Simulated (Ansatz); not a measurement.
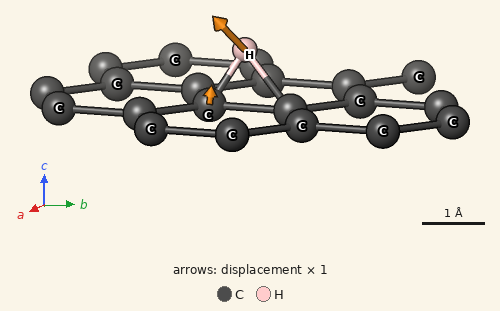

A constrained relaxation of a slab of composition HC24 (cut from the R-3m phase). The starting structure is drawn; orange arrows show the displacements, at their true length.

The picture is a ball-and-stick view of the atoms within 4.2 Å of the atom that moves most (axes of the 2 × 2 repeat of the cell, outlined in the plane, without the vacuum (origin shifted)), seen slightly off an axis.

Case: H put near a bridge C-C site. The slab is the (0 0 1) face of C with H on it. 8 atoms are held fixed.

All numbers below come from DFT PBE+D3(BJ), scalar-relativistic, plane waves, PAW (Ansatz 0.2.0).

Input file:
```yaml
crystal:
  lattice:
    - [4.9300990165, 0.0, 0.0]
    - [-2.4650495082, 4.2695909914, 0.0]
    - [0.0, 0.0, 25.69871234]
  atoms:
    - { symbol: C, position: [0.8333333333, 0.6666666667, 0.3307558716] }
    - { symbol: C, position: [0.8333333333, 0.1666666667, 0.3307558716] }
    - { symbol: C, position: [0.3333333333, 0.6666666667, 0.3307558716] }
    - { symbol: C, position: [0.3333333333, 0.1666666667, 0.3307558716] }
    - { symbol: C, position: [0.6666666667, 0.3333333333, 0.330818521] }
    - { symbol: C, position: [0.6666666667, 0.8333333333, 0.330818521] }
    - { symbol: C, position: [0.1666666667, 0.3333333333, 0.330818521] }
    - { symbol: C, position: [0.1666666667, 0.8333333333, 0.330818521] }
    - { symbol: C, position: [0.1666666667, 0.8333333333, 0.4610562199] }
    - { symbol: C, position: [0.1666666667, 0.3333333333, 0.4610562199] }
    - { symbol: C, position: [0.6666666667, 0.8333333333, 0.4610562199] }
    - { symbol: C, position: [0.6666666667, 0.3333333333, 0.4610562199] }
    - { symbol: C, position: [0.0, 0.5, 0.4611188691] }
    - { symbol: C, position: [0.0, 0.0, 0.4611188691] }
    - { symbol: C, position: [0.5, 0.5, 0.4611188691] }
    - { symbol: C, position: [0.5, 0.0, 0.4611188691] }
    - { symbol: C, position: [0.5, 0.0, 0.5913565681] }
    - { symbol: C, position: [0.5, 0.5, 0.5913565681] }
    - { symbol: C, position: [0.0, 0.0, 0.5913565681] }
    - { symbol: C, position: [0.0, 0.5, 0.5913565681] }
    - { symbol: C, position: [0.3333333333, 0.6666666667, 0.5914192174] }
    - { symbol: C, position: [0.3333333333, 0.1666666667, 0.5914192174] }
    - { symbol: C, position: [0.8333333333, 0.6666666667, 0.5914192174] }
    - { symbol: C, position: [0.8333333333, 0.1666666667, 0.5914192174] }
    - { symbol: H, position: [0.2662688942, 0.2581975065, 0.62410568], spin: 1.0 }
basis:
  ecutwfc: 420
kpoints:
  mp_grid: { grid: [6, 6, 1] }
hamiltonian:
  xc: pbe
  dispersion: d3bj
scf:
  occupations: { method: gaussian, width: 0.05 }
output:
  forces: true
  eigenvalues: true
  populations: true
  write_density: true
  write_potential: true
  elf: true
  volumetric_format: npy
magnetization:
  spin_polarized: true
relax:
  adjacent_minimum: "off"
  f_tol: 0.02
  max_steps: 70
  constraints: [{ sites: [0, 1, 2, 3, 4, 5, 6, 7] }]
efield:
  axis: 3
  dipole_correction: true
  ramp_width: 0.04
```

Command:
```bash
ansatz run input.yaml --threads 4 --pin off --max-ram 10240MiB --backend cpu --events-out ev --progress --plain --runs-dir out
```

### Which element moves most?

Hydrogen: up to 0.89 Å, against 0.34 Å for carbon.

### What did the optimiser do to the structure, and how much energy did it gain?

After 7 geometry steps the energy has fallen by 1.894 eV per cell of the calculation. Largest force component: 4.4 eV/Å at the start, 0.0087 eV/Å at the end. H25 moves most: 0.89 Å at 45° to the normal (+c side). By element the largest moves are H 0.89 Å, C 0.34 Å. The lattice vectors keep their values. Near-neighbour distances that change, for instance: C18–H25 1.443 → 2.058 Å, C17–C22 1.423 → 1.486 Å, C22–H25 1.081 → 1.129 Å, C17–C21 1.423 → 1.406 Å. Bond angles that change, for instance: C18–C22–H25 68.9° → 102.9°, C19–C22–H25 74.7° → 102.9°, C17–C22–H25 128.9° → 102.9°. The program noted that the starting moments weren't kept.

Limits of the set-up: the periodic images lie only 4.9 Å apart, so the values are limited by the cell's size.
